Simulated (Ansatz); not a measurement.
**CuO: geometry relaxation (part 1 of 3)**

- system: CuO (2 atoms in the cell)
- method: DFT PBE, scalar-relativistic, plane waves, PAW, no spin polarisation (Ansatz 0.2.0)

The structure was made by a generator, so it may or may not be a known phase. Figures and captions count atoms from 1; the log counts them from 0 in places.

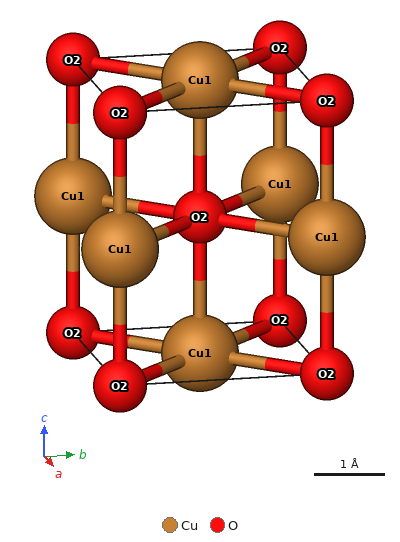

**Figure 1.** The structure as given in the input (ball-and-stick view of the cell 2 times as large as that of the calculation, set on its symmetry axes, seen slightly off an axis; atoms are numbered from 1 in the order of the input). An atom can appear more than once, as a periodic image. Near neighbours in the periodic cell (some may lie outside the picture): Cu has 6 O at 2.04 to 2.17 Å; O has 6 Cu at 2.04 to 2.17 Å.

Input file:
```yaml
crystal:
  lattice:
    - [-1.5346847493, 1.5346847493, 2.0434534516]
    - [1.5346847493, -1.5346847493, 2.0434534516]
    - [1.5346847493, 1.5346847493, -2.0434534516]
  atoms:
    - { symbol: Cu, position: [0.5, 0.5, 0.0] }
    - { symbol: O, position: [0.0, 0.0, 0.0] }
basis:
  ecutwfc: 420
kpoints:
  mp_grid: { grid: [26, 26, 26] }
hamiltonian:
  xc: pbe
scf:
  occupations: { method: gaussian, width: 0.1 }
output:
  forces: true
  stress: true
  eigenvalues: true
  write_density: true
  write_potential: true
  elf: true
  volumetric_format: npy
relax:
  adjacent_minimum: "off"
  f_tol: 0.01
  max_steps: 80
  cell: { stress_tol: 0.05 }
```

Machine: 1 thread of Intel Xeon @ 2.50GHz (Skylake/Cascade Lake), 12 GiB of memory available, shared host.

Run as:
```bash
ansatz run input.yaml --threads 1 --pin off --max-ram 2560MiB --backend cpu --events-out ev --progress --plain --runs-dir out
```

Output:
```
Engine: ansatz 0.2.0, x86_64-unknown-linux-gnu
Pseudopotentials: kind: paw
Pseudopotential: Cu, paw, valence charge 19, recommended cutoff 420 eV (normal), Cu.paw.azcp
Pseudopotential: O, paw, valence charge 6, recommended cutoff 420 eV (normal), O.paw.azcp
Functional definition: PBE
  parameter kappa = 0.804
  parameter beta = 0.06672455060314922
  exchange = pbe_x(kappa = kappa, mu = beta*pi^2/3)
  correlation = pbe_c(beta = beta)
Crystal: 2 atoms, lattice volume = 19.251 Å³
Basis set: ecut = 420 eV, 371 PW (Γ), exchange–correlation on 40×40×40 points (8 copies of the dense FFT grid, shifted against one another)
Bands: 17, of which v1, the nominal top of the filled ones, is band 13 counted from 1 (12 counted from 0)
Symmetry: 16 space group operations
Space group: I4/mmm (ITA 139), of the structure as read, at distance tolerance 2.7e-5 Å
k-points: 1330 of 17576
Non-local potential: Cu, projectors of the file, l = 0: 3, l = 1: 2, l = 2: 3, l = 3: 1
Non-local potential: O, projectors of the file, l = 0: 2, l = 1: 2, l = 2: 1
PAW form: soft (Blöchl's): semilocal exchange-correlation on the pseudo side does not see the compensation charge
PAW one-centre angular grid: Cu, 590 points (default); XC on 64 Gauss nodes
PAW one-centre angular grid: O, 110 points (default); XC on 64 Gauss nodes
Initial density: superposition of atomic densities (neutral atoms: chi_scale 0, normalization atom), corrected by the library's trained network
Initial wavefunctions: pseudopotential atomic-orbital guess
Functional: x = pbe(κ = 0.804, μ = 0.2195149727645171), c = pbe(β = 0.06672455060314922)
SCF iter   1: F=—  HF=-7190.922291 eV  |F-HF|=—  |Δ(HF+E_count)|=         —  Δρ=1.84e-3  dr2=1.84e-4  ethr=1.77e-3  ⟨swp⟩=4.8  Hψ=94740  notcnv=0
preconditioner: auto → none  [metal: Δε(μ)=0.004 eV  Ē_g=14.560 eV  σ=0.100 eV  W_gap=0.02  n_scr=8 (ndim 8)  ℏωp=34.9 eV  f_vac=0.000  D(μ)=1.48/eV (n_scr^D=14)  sad-step TF]
SCF iter   2: F=—  HF=-7190.922615 eV  |F-HF|=—  |Δ(HF+E_count)|=   3.25e-4  Δρ=8.62e-4  dr2=6.91e-5  ethr=7.35e-7  ⟨swp⟩=2.8  Hψ=53769  notcnv=0
SCF iter   3: F=—  HF=-7190.922674 eV  |F-HF|=—  |Δ(HF+E_count)|=   5.92e-5  Δρ=2.14e-4  dr2=5.57e-6  ethr=2.76e-7  ⟨swp⟩=1.1  Hψ=23027  notcnv=0
SCF iter   4: F=—  HF=-7190.922678 eV  |F-HF|=—  |Δ(HF+E_count)|=   3.49e-6  Δρ=4.47e-5  dr2=1.97e-7  ethr=2.23e-8  ⟨swp⟩=2.5  Hψ=34074  notcnv=0
iter 5 did not close the SCF: its close was put off for the readings that it lacked (scf_convergence_deferred on its scf_iter line)
SCF iter   5: F=-7190.922678 eV  HF=-7190.922678 eV  |F-HF|=7.00e-9  |Δ(HF+E_count)|=   6.06e-8  Δρ=1.04e-5  dr2=8.81e-9  ethr=7.88e-10  ⟨swp⟩=2.2  Hψ=37353  notcnv=0
SCF iter   6: F=-7190.922678 eV  HF=-7190.922678 eV  |F-HF|=2.54e-10  |Δ(HF+E_count)|=  9.32e-10  Δρ=1.95e-6  dr2=2.58e-10  ethr=3.52e-11  ⟨swp⟩=5.0  Hψ=117181  notcnv=0
SCF 1 converged in 6 iterations: F = -7190.922678 eV  dr2 = 2.58e-10
  greatest PAW one-centre occupation: 1.000 electrons in one spin orbital (limit 2), on the Cu atom at site 0 (counted from 0), in its partial waves of l = 0
relax step   1: F+E_penalty+E_count = -7190.92267783 eV  Δ(F+E_penalty+E_count) = +0.000e0 eV  max|allowed force component| = 4.131e-28 eV/Å  Δτ_max = 0.0000 Å  P = -0.370 GPa  Ω = 19.251 Å³  (6 SCF iters, dr2 threshold 1.00e-7 eV, accepted)
Crystal: 2 atoms, lattice volume = 19.217 Å³
Initial density: handed on by an earlier stage of this run
Initial wavefunctions: those handed on with the density
iter 1 solved again at ethr=7.37e-8 eV; its pass at ethr=3.10e-3 eV (dr2=1.84e-5 eV) is discarded
SCF iter   1: F=—  HF=-7190.923472 eV  |F-HF|=—  |Δ(HF+E_count)|=         —  Δρ=5.02e-4  dr2=1.16e-5  ethr=7.37e-8  ⟨swp⟩=2.0  Hψ=121304  notcnv=0
preconditioner: auto → none  [metal: Δε(μ)=0.002 eV  Ē_g=14.572 eV  σ=0.100 eV  W_gap=0.01  n_scr=8 (ndim 8)  ℏωp=34.9 eV  f_vac=0.000  D(μ)=1.47/eV (n_scr^D=14)]
SCF iter   2: F=—  HF=-7190.923473 eV  |F-HF|=—  |Δ(HF+E_count)|=   1.11e-6  Δρ=1.42e-4  dr2=1.07e-6  ethr=4.63e-8  ⟨swp⟩=1.1  Hψ=23348  notcnv=0
iter 3 did not close the SCF: its close was put off for the readings that it lacked (scf_convergence_deferred on its scf_iter line)
SCF iter   3: F=-7190.923473 eV  HF=-7190.923473 eV  |F-HF|=4.00e-8  |Δ(HF+E_count)|=   6.71e-8  Δρ=3.65e-5  dr2=9.22e-8  ethr=4.28e-9  ⟨swp⟩=1.9  Hψ=31390  notcnv=0
iter 4 did not close the SCF: its close was put off for the readings that it lacked (scf_convergence_deferred on its scf_iter line)
SCF iter   4: F=-7190.923473 eV  HF=-7190.923473 eV  |F-HF|=1.59e-8  |Δ(HF+E_count)|=   2.47e-8  Δρ=1.24e-5  dr2=1.35e-8  ethr=3.69e-10  ⟨swp⟩=2.6  Hψ=34548  notcnv=0
iter 5 did not close the SCF: its close was put off for the readings that it lacked (scf_convergence_deferred on its scf_iter line)
SCF iter   5: F=-7190.923473 eV  HF=-7190.923473 eV  |F-HF|=5.09e-11  |Δ(HF+E_count)|=   3.46e-9  Δρ=2.06e-6  dr2=3.42e-10  ethr=5.40e-11  ⟨swp⟩=2.3  Hψ=33671  notcnv=0
SCF iter   6: F=-7190.923473 eV  HF=-7190.923473 eV  |F-HF|=4.09e-11  |Δ(HF+E_count)|=  1.10e-10  Δρ=5.40e-7  dr2=2.81e-11  ethr=1.37e-12  ⟨swp⟩=3.8  Hψ=103701  notcnv=0
SCF 2 converged in 6 iterations: F = -7190.923473 eV  dr2 = 2.81e-11
relax step   2: F+E_penalty+E_count = -7190.92347257 eV  Δ(F+E_penalty+E_count) = -7.947e-4 eV  max|allowed force component| = 2.051e-29 eV/Å  Δτ_max = 0.0000 Å  P = -0.131 GPa  Ω = 19.217 Å³  energy of the carried Pulay correction = +1.579e-4 eV  (6 SCF iters, dr2 threshold 2.00e-7 eV, accepted)
Crystal: 2 atoms, lattice volume = 19.074 Å³
Basis set: ecut = 420 eV, 339 PW (Γ), exchange–correlation on 40×40×40 points (8 copies of the dense FFT grid, shifted against one another)
iter 1 solved again at ethr=9.70e-6 eV; its pass at ethr=3.10e-3 eV (dr2=2.43e-3 eV) is discarded
SCF iter   1: F=—  HF=-7190.929958 eV  |F-HF|=—  |Δ(HF+E_count)|=         —  Δρ=7.75e-3  dr2=2.31e-3  ethr=9.70e-6  ⟨swp⟩=2.2  Hψ=138285  notcnv=0
preconditioner: auto → none  [metal: Δε(μ)=0.003 eV  Ē_g=14.605 eV  σ=0.100 eV  W_gap=0.01  n_scr=8 (ndim 8)  ℏωp=35.1 eV  f_vac=0.000  D(μ)=1.50/eV (n_scr^D=14)]
SCF iter   2: F=—  HF=-7190.928517 eV  |F-HF|=—  |Δ(HF+E_count)|=   1.44e-3  Δρ=2.03e-3  dr2=1.38e-4  ethr=9.23e-6  ⟨swp⟩=1.0  Hψ=22636  notcnv=0
SCF iter   3: F=—  HF=-7190.928530 eV  |F-HF|=—  |Δ(HF+E_count)|=   1.39e-5  Δρ=4.56e-4  dr2=6.78e-6  ethr=5.53e-7  ⟨swp⟩=2.0  Hψ=36942  notcnv=0
SCF iter   4: F=—  HF=-7190.928537 eV  |F-HF|=—  |Δ(HF+E_count)|=   6.13e-6  Δρ=6.17e-5  dr2=3.37e-7  ethr=2.71e-8  ⟨swp⟩=2.2  Hψ=38909  notcnv=0
iter 5 did not close the SCF: its close was put off for the readings that it lacked (scf_convergence_deferred on its scf_iter line)
SCF iter   5: F=-7190.928537 eV  HF=-7190.928537 eV  |F-HF|=6.46e-9  |Δ(HF+E_count)|=   8.99e-8  Δρ=5.98e-6  dr2=2.80e-9  ethr=1.35e-9  ⟨swp⟩=2.4  Hψ=35476  notcnv=0
SCF iter   6: F=-7190.928537 eV  HF=-7190.928537 eV  |F-HF|=4.84e-10  |Δ(HF+E_count)|=   1.80e-9  Δρ=2.72e-6  dr2=5.58e-10  ethr=1.12e-11  ⟨swp⟩=4.7  Hψ=123184  notcnv=0
SCF 3 converged in 6 iterations: F = -7190.928537 eV  dr2 = 5.58e-10
relax step   3: F+E_penalty+E_count = -7190.92853652 eV  Δ(F+E_penalty+E_count) = -5.064e-3 eV  max|allowed force component| = 8.474e-31 eV/Å  Δτ_max = 0.0000 Å  P = +0.422 GPa  Ω = 19.074 Å³  energy of the carried Pulay correction = +7.446e-4 eV  (6 SCF iters, dr2 threshold 2.00e-7 eV, accepted)
Crystal: 2 atoms, lattice volume = 19.139 Å³
iter 1 solved again at ethr=4.00e-7 eV; its pass at ethr=3.10e-3 eV (dr2=9.99e-5 eV) is discarded
SCF iter   1: F=—  HF=-7190.928322 eV  |F-HF|=—  |Δ(HF+E_count)|=         —  Δρ=1.04e-3  dr2=8.32e-5  ethr=4.00e-7  ⟨swp⟩=2.1  Hψ=126007  notcnv=0
preconditioner: auto → none  [metal: Δε(μ)=0.001 eV  Ē_g=14.575 eV  σ=0.100 eV  W_gap=0.01  n_scr=8 (ndim 8)  ℏωp=35.0 eV  f_vac=0.000  D(μ)=1.50/eV (n_scr^D=14)]
SCF iter   2: F=—  HF=-7190.928304 eV  |F-HF|=—  |Δ(HF+E_count)|=   1.77e-5  Δρ=3.02e-4  dr2=9.21e-6  ethr=3.33e-7  ⟨swp⟩=1.0  Hψ=22610  notcnv=0
SCF iter   3: F=—  HF=-7190.928302 eV  |F-HF|=—  |Δ(HF+E_count)|=   1.58e-6  Δρ=7.35e-5  dr2=5.94e-7  ethr=3.69e-8  ⟨swp⟩=1.6  Hψ=29107  notcnv=0
iter 4 did not close the SCF: its close was put off for the readings that it lacked (scf_convergence_deferred on its scf_iter line)
SCF iter   4: F=-7190.928302 eV  HF=-7190.928302 eV  |F-HF|=5.03e-8  |Δ(HF+E_count)|=   2.45e-8  Δρ=2.23e-5  dr2=4.26e-8  ethr=2.38e-9  ⟨swp⟩=2.2  Hψ=30900  notcnv=0
iter 5 did not close the SCF: its close was put off for the readings that it lacked (scf_convergence_deferred on its scf_iter line)
SCF iter   5: F=-7190.928302 eV  HF=-7190.928302 eV  |F-HF|=8.99e-10  |Δ(HF+E_count)|=   1.24e-8  Δρ=4.65e-6  dr2=1.31e-9  ethr=1.70e-10  ⟨swp⟩=2.4  Hψ=37585  notcnv=0
SCF iter   6: F=-7190.928302 eV  HF=-7190.928302 eV  |F-HF|=1.20e-10  |Δ(HF+E_count)|=   1.04e-9  Δρ=4.20e-7  dr2=1.53e-11  ethr=5.22e-12  ⟨swp⟩=4.4  Hψ=118433  notcnv=0
SCF 4 converged in 6 iterations: F = -7190.928302 eV  dr2 = 1.53e-11
relax step   4: F+E_penalty+E_count = -7190.92830235 eV  Δ(F+E_penalty+E_count) = +2.342e-4 eV  max|allowed force component| = 7.272e-31 eV/Å  Δτ_max = 0.0000 Å  P = -0.238 GPa  Ω = 19.139 Å³  energy of the carried Pulay correction = +4.190e-4 eV  (6 SCF iters, dr2 threshold 2.00e-7 eV, accepted)
Crystal: 2 atoms, lattice volume = 19.113 Å³
iter 1 solved again at ethr=3.65e-8 eV; its pass at ethr=3.10e-3 eV (dr2=9.12e-6 eV) is discarded
SCF iter   1: F=—  HF=-7190.928440 eV  |F-HF|=—  |Δ(HF+E_count)|=         —  Δρ=2.99e-4  dr2=7.95e-6  ethr=3.65e-8  ⟨swp⟩=2.0  Hψ=124517  notcnv=0
preconditioner: auto → none  [metal: Δε(μ)=0.002 eV  Ē_g=14.584 eV  σ=0.100 eV  W_gap=0.01  n_scr=8 (ndim 8)  ℏωp=35.0 eV  f_vac=0.000  D(μ)=1.50/eV (n_scr^D=14)]
SCF iter   2: F=—  HF=-7190.928446 eV  |F-HF|=—  |Δ(HF+E_count)|=   5.91e-6  Δρ=9.09e-5  dr2=9.72e-7  ethr=3.18e-8  ⟨swp⟩=1.0  Hψ=22610  notcnv=0
iter 3 did not close the SCF: its close was put off for the readings that it lacked (scf_convergence_deferred on its scf_iter line)
SCF iter   3: F=-7190.928445 eV  HF=-7190.928445 eV  |F-HF|=5.81e-8  |Δ(HF+E_count)|=   1.76e-7  Δρ=2.32e-5  dr2=6.37e-8  ethr=3.89e-9  ⟨swp⟩=2.0  Hψ=33718  notcnv=0
iter 4 did not close the SCF: its close was put off for the readings that it lacked (scf_convergence_deferred on its scf_iter line)
SCF iter   4: F=-7190.928445 eV  HF=-7190.928445 eV  |F-HF|=2.05e-9  |Δ(HF+E_count)|=   4.16e-9  Δρ=6.20e-6  dr2=3.32e-9  ethr=2.55e-10  ⟨swp⟩=2.0  Hψ=28566  notcnv=0
iter 5 did not close the SCF: its close was put off for the readings that it lacked (scf_convergence_deferred on its scf_iter line)
SCF iter   5: F=-7190.928445 eV  HF=-7190.928445 eV  |F-HF|=7.55e-11  |Δ(HF+E_count)|=  1.91e-10  Δρ=1.37e-6  dr2=1.24e-10  ethr=1.33e-11  ⟨swp⟩=2.2  Hψ=34213  notcnv=0
SCF iter   6: F=-7190.928445 eV  HF=-7190.928445 eV  |F-HF|=9.09e-12  |Δ(HF+E_count)|=  1.00e-10  Δρ=1.60e-7  dr2=2.61e-12  ethr=1.00e-12  ⟨swp⟩=4.2  Hψ=101333  notcnv=0
SCF 5 converged in 6 iterations: F = -7190.928445 eV  dr2 = 2.61e-12
relax step   5: F+E_penalty+E_count = -7190.92844536 eV  Δ(F+E_penalty+E_count) = -1.430e-4 eV  max|allowed force component| = 4.135e-28 eV/Å  Δτ_max = 0.0000 Å  P = -0.003 GPa  Ω = 19.113 Å³  energy of the carried Pulay correction = +5.407e-4 eV  (6 SCF iters, dr2 threshold 1.59e-7 eV, accepted)
Basis set: ecut = 420 eV, 339 PW (Γ), exchange–correlation on 48×48×48 points (8 copies of the dense FFT grid, shifted against one another)
Initial wavefunctions: pseudopotential atomic-orbital guess (no wavefunctions were taken with the density)
iter 1 solved again at ethr=1.71e-8 eV; its pass at ethr=3.10e-3 eV (dr2=4.26e-6 eV) is discarded
SCF iter   1: F=—  HF=-7190.928323 eV  |F-HF|=—  |Δ(HF+E_count)|=         —  Δρ=6.84e-4  dr2=3.64e-6  ethr=1.71e-8  ⟨swp⟩=3.0  Hψ=159318  notcnv=0
preconditioner: auto → none  [metal: Δε(μ)=0.000 eV  Ē_g=14.586 eV  σ=0.100 eV  W_gap=0.00  n_scr=8 (ndim 8)  ℏωp=35.0 eV  f_vac=0.000  D(μ)=1.50/eV (n_scr^D=14)]
SCF iter   2: F=—  HF=-7190.928616 eV  |F-HF|=—  |Δ(HF+E_count)|=   2.94e-4  Δρ=3.41e-4  dr2=8.96e-7  ethr=1.45e-8  ⟨swp⟩=1.0  Hψ=22610  notcnv=0
SCF iter   3: F=—  HF=-7190.928715 eV  |F-HF|=—  |Δ(HF+E_count)|=   9.88e-5  Δρ=3.03e-5  dr2=6.36e-8  ethr=3.58e-9  ⟨swp⟩=2.1  Hψ=32236  notcnv=0
SCF iter   4: F=—  HF=-7190.928715 eV  |F-HF|=—  |Δ(HF+E_count)|=   1.87e-7  Δρ=6.31e-6  dr2=1.21e-9  ethr=2.54e-10  ⟨swp⟩=2.5  Hψ=35812  notcnv=0
SCF iter   5: F=—  HF=-7190.928715 eV  |F-HF|=—  |Δ(HF+E_count)|=   1.78e-8  Δρ=6.37e-7  dr2=3.74e-11  ethr=4.82e-12  ⟨swp⟩=2.1  Hψ=29648  notcnv=0
SCF iter   6: F=-7190.928715 eV  HF=-7190.928715 eV  |F-HF|=7.28e-12  |Δ(HF+E_count)|=  4.55e-12  Δρ=1.33e-7  dr2=1.02e-12  ethr=1.00e-12  ⟨swp⟩=5.0  Hψ=90859  notcnv=0
SCF 6 converged in 6 iterations: F = -7190.928715 eV  dr2 = 1.02e-12
```
